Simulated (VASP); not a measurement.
## Run report: Mn, geometry relaxation (part 4 of 6)

Mn (4 atoms in the cell); Kohn-Sham DFT of a periodic cell, PBE, VASP PAW PBE potentials, recommended, no spin polarisation (VASP 6.6.1); cutoff 600 eV, 9×9×2 k-mesh, Gaussian smearing of 0.1 eV. The structure was built on a prototype by a generator; it need not be a known phase. It belongs to a series of runs on one base structure; here: graphite type (P6_3/mmc, No. 194).

Geometry of the input (Å; fractional positions):
```
2.8767  0.0000  0.0000
-1.4384  2.4913  0.0000
0.0000  0.0000  7.8350
Mn 0.0000  0.0000  0.2500
Mn 0.0000  0.0000  0.7500
Mn 0.3333  0.6667  0.7500
Mn 0.6667  0.3333  0.2500
```

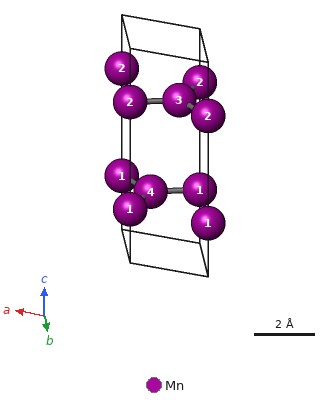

**Figure 1.** The structure as given in the input (ball-and-stick view of the cell of the calculation, seen at an oblique angle; atoms are numbered from 1 in the order of the input). An atom can appear more than once, as a periodic image.

## Parts of OUTCAR, continued
```
 k-point     4 :       0.3333    0.0000    0.0000
  band No.  band energies     occupation
      1     -48.9162      2.00000
      2     -48.8968      2.00000
      3     -48.8671      2.00000
      4     -48.8617      2.00000
      5     -48.6927      2.00000
      6     -48.6613      2.00000
      7     -48.5838      2.00000
      8     -48.4424      2.00000
      9     -48.1980      2.00000
     10     -48.1484      2.00000
     11     -48.1428      2.00000
     12     -48.1155      2.00000
     13      -2.9908      2.00000
     14      -1.9075      2.00000
     15      -1.7198      2.00000
     16      -1.6593      2.00000
     17      -1.6178      2.00000
     18      -1.6137      2.00000
     19      -1.5237      1.99989
     20      -1.5057      1.99971
     21      -1.4979      1.99956
     22      -1.4616      1.99729
     23      -1.4200      1.98407
     24      -1.3760      1.92626
     25      -1.3066      1.57991
     26      -1.2975      1.50222
     27      -1.2502      1.00711
     28      -1.2180      0.65514
     29      -1.1878      0.38269
     30      -0.9308      0.00001
     31      -0.7379      0.00000

 k-point     5 :       0.4444    0.0000    0.0000
  band No.  band energies     occupation
      1     -48.9058      2.00000
      2     -48.8935      2.00000
      3     -48.8591      2.00000
      4     -48.8432      2.00000
      5     -48.6725      2.00000
      6     -48.6565      2.00000
      7     -48.6294      2.00000
      8     -48.5838      2.00000
      9     -48.3151      2.00000
     10     -48.2823      2.00000
     11     -48.2178      2.00000
     12     -48.1748      2.00000
     13      -2.6354      2.00000
     14      -1.9585      2.00000
     15      -1.7397      2.00000
     16      -1.7020      2.00000
     17      -1.6829      2.00000
     18      -1.6428      2.00000
     19      -1.6125      2.00000
     20      -1.5934      2.00000
     21      -1.5534      1.99998
     22      -1.5162      1.99984
     23      -1.4871      1.99922
     24      -1.4225      1.98557
     25      -1.3696      1.91037
     26      -1.2556      1.06768
     27      -1.2544      1.05489
     28      -1.2371      0.85982
     29      -1.2109      0.58480
     30      -0.9320      0.00001
     31      -0.7977      0.00000

 [... the levels of 18 k-points are left out ...]

 k-point    24 :       0.3333    0.3333    0.5000
  band No.  band energies     occupation
      1     -48.8900      2.00000
      2     -48.8900      2.00000
      3     -48.8567      2.00000
      4     -48.8567      2.00000
      5     -48.6058      2.00000
      6     -48.6058      2.00000
      7     -48.3024      2.00000
      8     -48.3024      2.00000
      9     -48.2659      2.00000
     10     -48.2659      2.00000
     11     -47.8747      2.00000
     12     -47.8747      2.00000
     13      -1.8624      2.00000
     14      -1.8624      2.00000
     15      -1.8602      2.00000
     16      -1.8602      2.00000
     17      -1.6378      2.00000
     18      -1.6378      2.00000
     19      -1.5589      1.99999
     20      -1.5589      1.99999
     21      -1.4760      1.99864
     22      -1.4760      1.99864
     23      -1.4384      1.99242
     24      -1.4384      1.99242
     25      -1.2185      0.66057
     26      -1.2185      0.66057
     27      -1.2163      0.63758
     28      -1.2163      0.63758
     29      -1.1380      0.11474
     30      -1.1380      0.11474
     31      -0.5127      0.00000

------------------------ aborting loop because EDIFF is reached ----------------------------------------

  FORCE on cell =-STRESS in cart. coord.  units (eV):
  Direction    XX          YY          ZZ          XY          YZ          ZX
  --------------------------------------------------------------------------------------
  -------------------------------------------------------------------------------------
  Total     -203.3952781   -203.3952781    -20.8538173     -0.0000000      0.0000000      0.0000000
  in kB    -1413.7326443  -1413.7326443   -144.9479190     -0.0000001      0.0000000      0.0000000
  external PRESSURE =    -990.8044025 kB  Pullay stress =       0.0000000 kB

 VOLUME and BASIS-vectors are now :
 -----------------------------------------------------------------------------
  energy-cutoff  :      600.00
  volume of cell :      230.51
      direct lattice vectors                 reciprocal lattice vectors
     5.883204049  0.000000000  0.000000000     0.169975407  0.098135347  0.000000000
    -2.941602024  5.095004162 -0.000000000    -0.000000000  0.196270693  0.000000000
    -0.000000000 -0.000000000  7.689988812    -0.000000000  0.000000000  0.130039201

 POSITION                                       TOTAL-FORCE (eV/Angst)
 -----------------------------------------------------------------------------------
      2.94160      5.09500      1.92250         0.000000     -0.000000     -0.000000
      0.00000      0.00000      5.76749        -0.000000      0.000000     -0.000000
     -0.00000      3.39667      5.76749        -0.000000      0.000000      0.000000
      2.94160      1.69833      1.92250         0.000000     -0.000000      0.000000
 -----------------------------------------------------------------------------------
    total drift:                                0.000000     -0.000000     -0.000000

  FREE ENERGIE OF THE ION-ELECTRON SYSTEM (eV)
  ---------------------------------------------------
  free  energy   TOTEN  =        22.5746244463 eV

  energy  without entropy=       22.8276178123  energy(sigma->0) =       22.70112113

--------------------------------------- Ionic step        3  -------------------------------------------

 number of electron      51.9999882 magnetization

------------------------ aborting loop because EDIFF is reached ----------------------------------------

  FORCE on cell =-STRESS in cart. coord.  units (eV):
  Direction    XX          YY          ZZ          XY          YZ          ZX
  --------------------------------------------------------------------------------------
  -------------------------------------------------------------------------------------
  Total      -21.1345793    -21.1345793     -9.2014036     -0.0000000      0.0000000      0.0000000
  in kB     -256.8064205   -256.8064205   -111.8063190     -0.0000000      0.0000000      0.0000000
  external PRESSURE =    -208.4730533 kB  Pullay stress =       0.0000000 kB

 VOLUME and BASIS-vectors are now :
 -----------------------------------------------------------------------------
  energy-cutoff  :      600.00
  volume of cell :      131.86
      direct lattice vectors                 reciprocal lattice vectors
     4.429450646  0.000000000  0.000000000     0.225761630  0.130343538  0.000000000
    -2.214725323  3.836016785 -0.000000000    -0.000000000  0.260687076  0.000000000
    -0.000000000 -0.000000000  7.760111238    -0.000000000  0.000000000  0.128864132

 POSITION                                       TOTAL-FORCE (eV/Angst)
 -----------------------------------------------------------------------------------
     -0.00000     -0.00000      1.94003         0.000000      0.000000     -0.000000
      0.00000      0.00000      5.82008         0.000000     -0.000000     -0.000000
     -0.00000      2.55734      5.82008        -0.000000      0.000000      0.000000
      2.21473      1.27867      1.94003         0.000000     -0.000000      0.000000
 -----------------------------------------------------------------------------------
    total drift:                                0.000000      0.000000     -0.000000

  FREE ENERGIE OF THE ION-ELECTRON SYSTEM (eV)
  ---------------------------------------------------
  free  energy   TOTEN  =       -20.8040576585 eV

  energy  without entropy=      -20.7029912456  energy(sigma->0) =      -20.75352445

 E-fermi :   3.2901     XC(G=0):  -9.7431     alpha+bet : -9.6388

 val. band max:        3.2768661386   @ k =   0.3333   0.1111   0.5000
 cond. band min:       3.3010740819   @ k =   0.2222   0.1111   0.5000
 fundamental gap:      0.0242079433
 Fermi energy:         3.2900685481

 k-point     1 :       0.0000    0.0000    0.0000
  band No.  band energies     occupation
      1     -45.3089      2.00000
      2     -45.3089      2.00000
      3     -45.3088      2.00000
      4     -45.3088      2.00000
      5     -44.7498      2.00000
      6     -44.7483      2.00000
      7     -44.3697      2.00000
      8     -44.3691      2.00000
      9     -43.9983      2.00000
     10     -43.9983      2.00000
     11     -43.9980      2.00000
     12     -43.9980      2.00000
     13      -1.8828      2.00000
     14      -1.0615      2.00000
     15       0.8740      2.00000
     16       1.5720      2.00000
     17       1.5720      2.00000
     18       1.6346      2.00000
     19       1.6346      2.00000
     20       2.1737      2.00000
     21       2.1737      2.00000
     22       2.1919      2.00000
     23       2.1919      2.00000
     24       2.2406      2.00000
     25       2.3071      2.00000
     26       2.3071      2.00000
     27       2.3141      2.00000
     28       2.3141      2.00000
     29       2.5117      2.00000
     30       4.2366      0.00000
     31       4.2668      0.00000

 k-point     2 :       0.1111    0.0000    0.0000
  band No.  band energies     occupation
      1     -45.3241      2.00000
      2     -45.3240      2.00000
      3     -45.2812      2.00000
      4     -45.2810      2.00000
      5     -44.7397      2.00000
      6     -44.7382      2.00000
      7     -44.3799      2.00000
      8     -44.3792      2.00000
      9     -44.0274      2.00000
     10     -44.0273      2.00000
     11     -43.9816      2.00000
     12     -43.9816      2.00000
     13      -1.6543      2.00000
     14      -0.8377      2.00000
     15       0.9237      2.00000
     16       1.4886      2.00000
     17       1.5116      2.00000
     18       1.5472      2.00000
     19       1.5792      2.00000
     20       1.5902      2.00000
     21       1.6321      2.00000
     22       1.6618      2.00000
     23       1.6813      2.00000
     24       2.2248      2.00000
     25       2.5500      2.00000
     26       2.8355      2.00000
     27       2.8744      2.00000
     28       2.9226      2.00000
     29       2.9610      2.00000
     30       4.0394      0.00000
     31       4.2900      0.00000

 k-point     3 :       0.2222    0.0000    0.0000
  band No.  band energies     occupation
      1     -45.3608      2.00000
      2     -45.3607      2.00000
      3     -45.2042      2.00000
      4     -45.2039      2.00000
      5     -44.7114      2.00000
      6     -44.7099      2.00000
      7     -44.4084      2.00000
      8     -44.4078      2.00000
      9     -44.1079      2.00000
     10     -44.1078      2.00000
     11     -43.9415      2.00000
     12     -43.9414      2.00000
     13      -0.9961      2.00000
     14      -0.2103      2.00000
     15       0.7240      2.00000
     16       0.7899      2.00000
     17       1.2257      2.00000
     18       1.2381      2.00000
     19       1.3073      2.00000
     20       1.3402      2.00000
     21       1.4283      2.00000
     22       1.4398      2.00000
     23       1.5533      2.00000
     24       2.3709      2.00000
     25       2.7585      2.00000
     26       3.2204      1.67585
     27       3.2465      1.46204
     28       3.6971      0.00000
     29       3.7032      0.00000
     30       3.7476      0.00000
     31       4.1523      0.00000

 k-point     4 :       0.3333    0.0000    0.0000
  band No.  band energies     occupation
      1     -45.4001      2.00000
      2     -45.4000      2.00000
      3     -45.1002      2.00000
      4     -45.1000      2.00000
      5     -44.6705      2.00000
      6     -44.6694      2.00000
      7     -44.4496      2.00000
      8     -44.4488      2.00000
      9     -44.2158      2.00000
     10     -44.2153      2.00000
     11     -43.8984      2.00000
     12     -43.8982      2.00000
     13      -0.1185      2.00000
     14       0.2021      2.00000
     15       0.3713      2.00000
     16       0.6599      2.00000
     17       0.9270      2.00000
     18       0.9339      2.00000
     19       1.1301      2.00000
     20       1.2348      2.00000
     21       1.2928      2.00000
     22       1.4430      2.00000
     23       1.6162      2.00000
     24       2.6815      2.00000
     25       3.0905      1.99524
     26       3.3309      0.56333
     27       3.3483      0.41043
     28       3.4578      0.01770
     29       3.9405      0.00000
     30       4.4005      0.00000
     31       4.5039      0.00000

 k-point     5 :       0.4444    0.0000    0.0000
  band No.  band energies     occupation
      1     -45.4246      2.00000
      2     -45.4246      2.00000
      3     -45.0159      2.00000
      4     -45.0158      2.00000
      5     -44.6321      2.00000
      6     -44.6313      2.00000
      7     -44.4881      2.00000
      8     -44.4872      2.00000
      9     -44.3023      2.00000
     10     -44.3023      2.00000
     11     -43.8712      2.00000
     12     -43.8710      2.00000
     13      -0.1532      2.00000
     14      -0.1202      2.00000
     15       0.7750      2.00000
     16       0.7788      2.00000
     17       1.0254      2.00000
     18       1.1109      2.00000
     19       1.1930      2.00000
     20       1.2034      2.00000
     21       1.3371      2.00000
     22       1.3547      2.00000
     23       2.0039      2.00000
     24       2.9415      2.00000
     25       2.9637      2.00000
     26       3.1925      1.83219
     27       3.3157      0.71737
     28       3.3660      0.28305
     29       4.0478      0.00000
     30       4.4443      0.00000
     31       4.7954      0.00000

 [... the levels of 18 k-points are left out ...]

 k-point    24 :       0.3333    0.3333    0.5000
  band No.  band energies     occupation
      1     -45.4908      2.00000
      2     -45.4908      2.00000
      3     -44.6660      2.00000
      4     -44.6660      2.00000
      5     -44.6517      2.00000
      6     -44.6517      2.00000
      7     -44.5764      2.00000
      8     -44.5764      2.00000
      9     -44.5432      2.00000
     10     -44.5432      2.00000
     11     -43.8047      2.00000
     12     -43.8047      2.00000
     13      -0.7517      2.00000
     14      -0.7517      2.00000
     15       0.5692      2.00000
     16       0.5692      2.00000
     17       1.4146      2.00000
     18       1.4146      2.00000
     19       1.4154      2.00000
     20       1.4154      2.00000
     21       2.2338      2.00000
     22       2.2338      2.00000
     23       2.3317      2.00000
     24       2.3317      2.00000
     25       3.3526      0.37666
     26       3.3526      0.37666
     27       3.3769      0.21938
     28       3.3769      0.21938
     29       5.0265      0.00000
     30       5.0265      0.00000
     31       5.2307      0.00000

 E-fermi :  15.5773     XC(G=0): -15.6325     alpha+bet :-25.9105

 val. band max:       15.5719287295   @ k =   0.2222   0.1111   0.0000
 cond. band min:      15.5949170533   @ k =   0.3333   0.1111   0.0000
 fundamental gap:      0.0229883238
 Fermi energy:        15.5772515388

 k-point     1 :       0.0000    0.0000    0.0000
  band No.  band energies     occupation
      1     -45.3538      2.00000
      2     -35.6336      2.00000
      3     -35.6336      2.00000
      4     -32.7257      2.00000
      5     -32.7257      2.00000
      6     -32.4548      2.00000
      7     -32.1941      2.00000
      8     -32.1064      2.00000
      9     -32.1064      2.00000
     10     -30.9822      2.00000
     11     -30.9822      2.00000
     12     -25.0918      2.00000
     13       4.7600      2.00000
     14       5.5217      2.00000
     15       5.5217      2.00000
     16       9.2909      2.00000
     17       9.9830      2.00000
     18       9.9830      2.00000
     19      10.7119      2.00000
     20      12.8936      2.00000
     21      12.8936      2.00000
     22      13.9316      2.00000
     23      13.9316      2.00000
     24      14.3314      2.00000
     25      14.3314      2.00000
     26      15.2419      2.00000
     27      16.6503      0.00000
     28      16.9121      0.00000
     29      16.9429      0.00000
     30      16.9429      0.00000
     31      20.6351      0.00000

 k-point     2 :       0.1111    0.0000    0.0000
  band No.  band energies     occupation
      1     -45.3535      2.00000
      2     -35.6435      2.00000
      3     -35.6248      2.00000
      4     -32.7051      2.00000
      5     -32.6796      2.00000
      6     -32.4486      2.00000
      7     -32.2013      2.00000
      8     -32.1610      2.00000
      9     -32.1269      2.00000
     10     -30.9872      2.00000
     11     -30.9706      2.00000
     12     -25.0918      2.00000
     13       4.9483      2.00000
     14       5.4963      2.00000
     15       5.5166      2.00000
     16       9.2388      2.00000
     17       9.6990      2.00000
     18       9.9368      2.00000
     19      10.8907      2.00000
     20      12.9426      2.00000
     21      13.1637      2.00000
     22      13.9965      2.00000
     23      14.0572      2.00000
     24      14.1794      2.00000
     25      14.2723      2.00000
     26      15.0539      2.00000
     27      16.3373      0.00000
     28      16.6383      0.00000
     29      17.0483      0.00000
     30      17.2467      0.00000
     31      20.6469      0.00000
```
